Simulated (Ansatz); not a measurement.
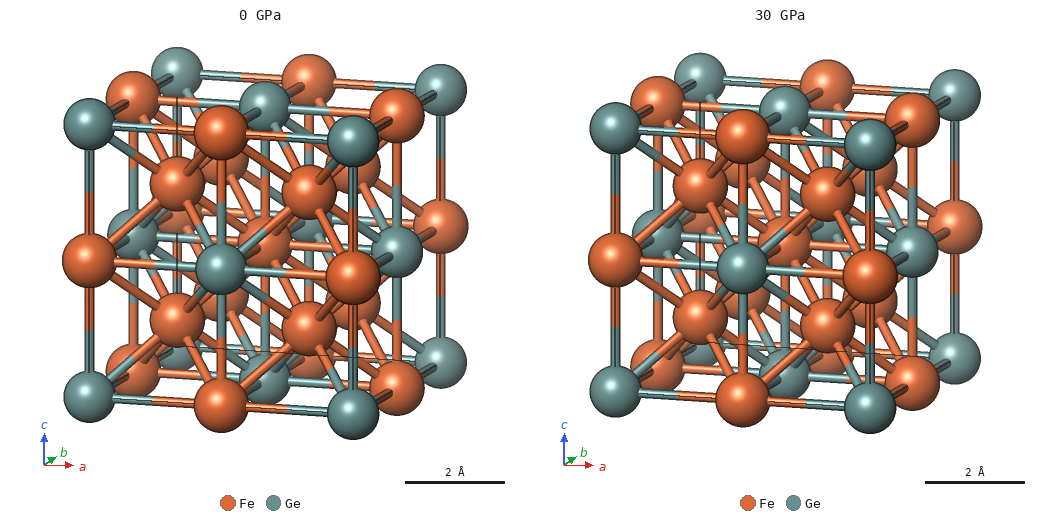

Fe3Ge, D0₃ (BiF₃ or Fe₃Al type), space group Fm-3m (No. 225), relaxed (cell and atoms) under a series of hydrostatic pressures; the conventional cell is drawn at the lowest and the highest, to one scale (sticks follow a distance rule). The start was a structure listed in the Materials Project. It needn't be the stable form of this composition.

Alike in all runs: Ansatz 0.2.0; functional PBEsol; potentials Ansatz PAW; cutoff 420 eV; k mesh 8 × 8 × 8 on the run's cell of 4 atoms; occupations fermi-dirac, width 0.05 eV; collinear spin, ferromagnetic start; no spin-orbit coupling.

```tsv
pressure (GPa)	volume (Å³/atom)	a (Å)	moment (μB/atom)
0.0	11.154	5.630	1.26
2.0	11.060	5.614	1.25
5.0	?	?	?
10.0	10.719	5.556	1.23
20.0	10.355	5.492	1.18
30.0	10.033	5.435	1.11
```

### Fit a third-order Birch-Murnaghan equation to the rows given and use it to fill in the volume that is left out.

The fit gives V0 = 11.15 Å³/atom, B0 = 236 GPa and B0′ = 3.5, which puts the volume at 5.0 GPa at 10.93 Å³/atom. The run gave volume 10.926 Å³/atom; a 5.591 Å; moment 1.25 μB/atom.

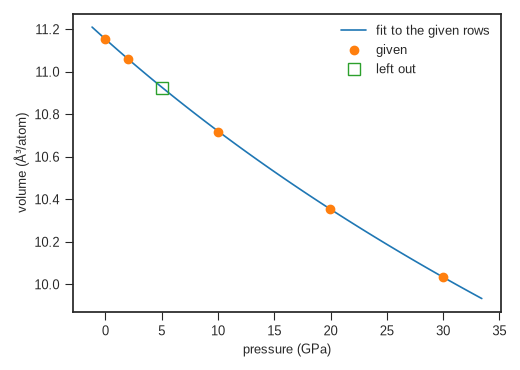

Volume against pressure, with the fit. The structure was kept in its own symmetry, so a change to another phase within this range wouldn't be seen.

Caveat: the plane-wave basis is chosen anew once the cell has moved, so the energies of steps on either side of that aren't comparable.
